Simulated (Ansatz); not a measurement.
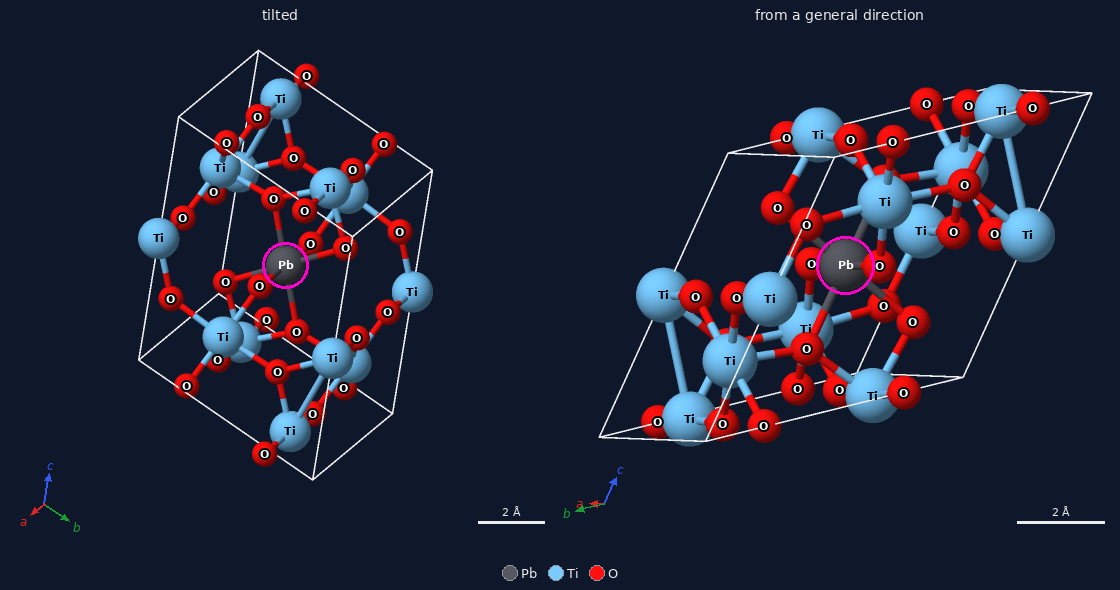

The image is a ball-and-stick drawing of a crystal, viewed slightly off an axis and from a general direction. The edges of the supercell are marked. The host is TiO₂, in a cell of 24 sites, and the cell is neutral. A ring marks the defect's site.

Where does the cell differ from the host, and how?

Lead on a titanium site (a substitutional impurity). It is bonded to six O in a distorted octahedral arrangement at about 2.1 Å. Not all metal-metal contacts are counted.

The atoms were relaxed in the host's cell with DFT PBE+U, scalar-relativistic, plane waves, PAW (Ansatz).
